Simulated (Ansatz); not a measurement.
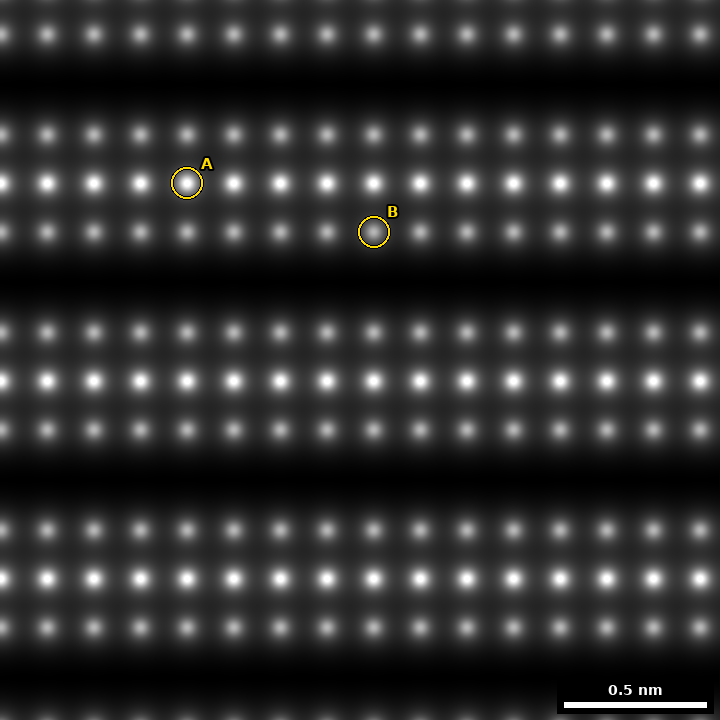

Map of the projected electrostatic potential of WSe2 (R-3m, No. 166) along [210]. Computed as the sum of neutral-atom potentials (tabulated electron scattering factors, B = 0.8 Å²) projected along the beam and smoothed by 0.25 Å; brighter is more positive. The display is stretched by a gamma of 0.7; percentages refer to the linear signal. Atomic positions: the geometry relaxed with DFT PBE, scalar-relativistic, plane waves, PAW in Ansatz 0.2.0; the starting structure was generated, so it need not be a known form of this composition.

**Assign the marked columns.**

A: W (1 W per 5.71 Å along the beam; the brightest kind). B: Se (1 Se per 5.71 Å along the beam; about 55 % of the brightest peak). Brightness is counted from the darkest point of the image.
